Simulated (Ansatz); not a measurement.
**Energy of Ni₃Si along a strain of the cell**

System: Ni₃Si (4 atoms in the cell).
Method: DFT PBEsol, scalar-relativistic, plane waves, PAW, no spin polarisation (Ansatz 0.2.0).

The 9 runs differ only in the geometry, by a strain of the cell at fixed fractional positions. Against run 5, the strain is εyy = η. The structure derives from an entry of the Crystallography Open Database.

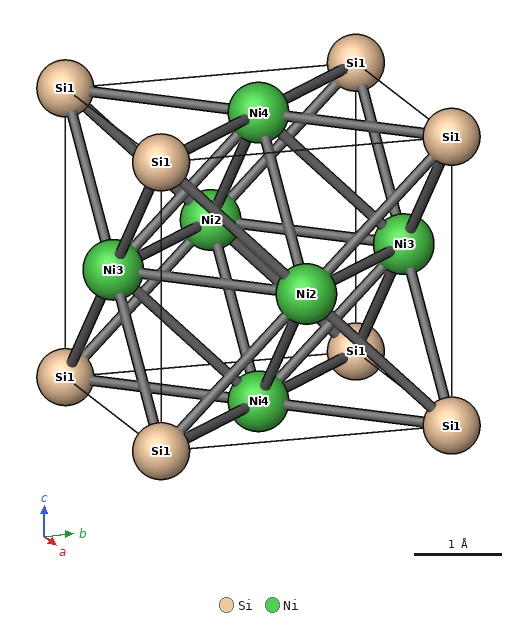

Figure 1. The structure of run 5 (ball-and-stick view of the cell of the calculation, seen slightly off an axis; atoms are numbered from 1 in the order of the input). An atom can appear more than once, as a periodic image.

**Input of run 5**
```yaml
crystal:
  lattice:
    - [3.4612457436, 0.0, 0.0]
    - [0.0, 3.5477768872, 0.0]
    - [0.0, 0.0, 3.4612457436]
  atoms:
    - { symbol: Si, position: [0.0, 0.0, 0.0] }
    - { symbol: Ni, position: [0.0, 0.5, 0.5] }
    - { symbol: Ni, position: [0.5, 0.0, 0.5] }
    - { symbol: Ni, position: [0.5, 0.5, 0.0] }
basis:
  ecutwfc: 420
kpoints:
  mp_grid: { grid: [14, 14, 14] }
hamiltonian:
  xc: pbesol
scf:
  occupations: { method: gaussian, width: 0.15 }
output:
  forces: true
  stress: true
  eigenvalues: true
```

Command:
```bash
ansatz run input.yaml --threads 1 --pin off --max-ram 2560MiB --backend cpu --events-out ev --progress --plain --runs-dir out
```

Lattice vectors (Å) and fractional positions of run 5:
```
   3.461246    0.000000    0.000000
   0.000000    3.547777    0.000000
   0.000000    0.000000    3.461246
Si  0.000000  0.000000  0.000000
Ni  0.000000  0.500000  0.500000
Ni  0.500000  0.000000  0.500000
Ni  0.500000  0.500000  0.000000
```

Run 4 differs from it as follows:
```diff
-    - [0.0, 3.5477768872, 0.0]
+    - [0.0, 3.3747146, 0.0]
```

**Results, with one run withheld**

| run | strain parameter η (%) | free energy per atom, from the lowest run given (meV) | pressure (GPa) |
| --- | --- | --- | --- |
| 1 | −12.1951 | 128.39 | 33.33 |
| 2 | −9.7561 | 66.32 | 23.00 |
| 3 | −7.3171 | 24.30 | 14.11 |
| 4 | −4.8780 | ? | ? |
| 5 | 0.0000 | 0.00 | −5.56 |
| 6 | 2.4390 | 19.73 | −10.25 |
| 7 | 4.8780 | 50.59 | −14.17 |
| 8 | 6.0976 | 69.71 | −15.87 |
| 9 | 7.3171 | 91.05 | −17.42 |

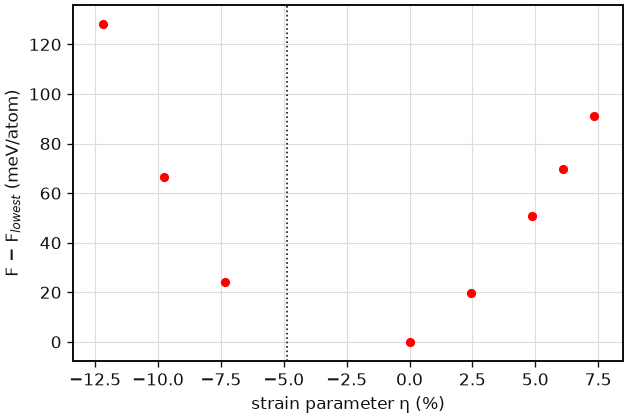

Figure 2. Free energy per atom of the runs given; the dotted line marks run 4.

Estimate the energy of run 4 from the others.

A cubic polynomial in the coordinate, fitted to the 8 runs given, misses them by at most 0.13 meV per atom. With x = η + 1.0671, it reads F = −4.8913 + 3.268 x + 1.1438 x² − 0.020296 x³ (meV per atom). At run 4 it gives 0.39 meV per atom, and the run itself gives 0.51. The fit has its minimum at η = −2.4451 %.

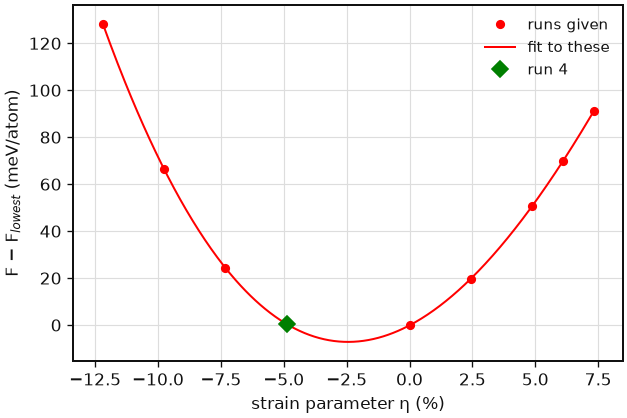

Figure 3. The fit and the withheld run.

**Output, shortened to warnings, some set-up lines, iterations and results (run 4)**
```
Basis set: ecut = 420 eV, 775 PW (Γ), exchange–correlation on 48×48×48 points (8 copies of the dense FFT grid, shifted against one another)
Symmetry: 16 space group operations
k-points: 288 of 2744
Initial density: superposition of atomic densities (neutral atoms: chi_scale 0, normalization atom), corrected by the library's trained network
[...]
SCF iter   1: F=—  HF=-18038.532970 eV  |F-HF|=—  |Δ(HF+E_count)|=         —  Δρ=2.22e-2  dr2=1.01e-1  ethr=1.77e-3  ⟨swp⟩=5.2  Hψ=35749  notcnv=0
SCF iter   2: F=—  HF=-18038.514139 eV  |F-HF|=—  |Δ(HF+E_count)|=   1.88e-2  Δρ=5.14e-3  dr2=6.22e-3  ethr=1.74e-4  ⟨swp⟩=2.3  Hψ=19458  notcnv=0  defer=241
SCF iter   3: F=—  HF=-18038.512731 eV  |F-HF|=—  |Δ(HF+E_count)|=   1.41e-3  Δρ=1.73e-3  dr2=1.04e-3  ethr=1.07e-5  ⟨swp⟩=1.7  Hψ=11544  notcnv=0  defer=241
SCF iter   4: F=—  HF=-18038.512335 eV  |F-HF|=—  |Δ(HF+E_count)|=   3.96e-4  Δρ=4.97e-4  dr2=1.33e-4  ethr=1.79e-6  ⟨swp⟩=2.0  Hψ=13655  notcnv=0  defer=241
SCF iter   5: F=—  HF=-18038.512307 eV  |F-HF|=—  |Δ(HF+E_count)|=   2.74e-5  Δρ=1.12e-4  dr2=8.70e-6  ethr=2.29e-7  ⟨swp⟩=2.0  Hψ=12685  notcnv=0  defer=241
SCF iter   6: F=—  HF=-18038.512300 eV  |F-HF|=—  |Δ(HF+E_count)|=   7.02e-6  Δρ=5.61e-5  dr2=8.42e-7  ethr=1.50e-8  ⟨swp⟩=2.0  Hψ=14805  notcnv=0  defer=241
SCF iter   7: F=-18038.512300 eV  HF=-18038.512300 eV  |F-HF|=8.52e-8  |Δ(HF+E_count)|=   5.91e-8  Δρ=1.82e-5  dr2=8.50e-8  ethr=1.72e-10  ⟨swp⟩=8.0  Hψ=47389  notcnv=0
SCF 1 converged in 7 iterations: F = -18038.512300 eV  dr2 = 8.50e-8
SCF converged after 7 iterations
Free energy (F): -18038.512300 eV
Harris-Foulkes:  -18038.512300 eV  (|F-HF|=8.52e-8)
Internal energy: -18038.492429 eV  (E = F + TS)
E sigma→0 (E₀):  -18038.502365 eV
Entropy (-TS):   -0.019871 eV (-4.968 meV/atom)
Fermi energy:    18.807499 eV
--- Per-component energies (eV) ---
  E_band       = -776.842272
  E_kinetic    = 902.690845
  E_local      = -11329.665134  (includes V_loc(G=0)·N_el)
  E_nonlocal   = 1933.034500
  E_hartree    = 4836.713422
  E_xc         = -314.630448
  E_vxc        = -383.490695  (∫ρ·V_xc dr)
  E_paw        = -5283.608955  (= ΣΔE_a)
  E_vpaw       = -1572.847952  (= ΣTr[D̂ρ^β])
  E_aug_tail   = 0.001546  (compensation charges beyond the density's cutoff)
  E_ewald      = -8783.651632
  E_core_change = 0.623427  (= ΣΔE_core)
  E_smearing   = -0.019871  (= −TS)
  E_closure    = 0.000000  (closes the sum)
  Σ components = -18038.512300   (vs F -18038.512300, Δ=0.00e0)
--- Forces (eV/Å), atoms counted from 1 ---
  atom   1  Si    -0.00000000     0.00000000     0.00000000
  atom   2  Ni     0.00000000     0.00000000     0.00000000
  atom   3  Ni     0.00000000    -0.00000000     0.00000000
  atom   4  Ni    -0.00000000    -0.00000000    -0.00000000
  max |Σ_I F_I| component: 1.48e-28 eV/Å
--- Stress (GPa, compression-positive) ---
        4.994084       0.000000       0.000000
        0.000000       9.475780       0.000000
        0.000000       0.000000       4.994084
  P = ⅓ Tr σ = 6.4880 GPa (64.880 kbar)
```

Notes: The run has no spin polarisation, so a magnetic state may lie lower.
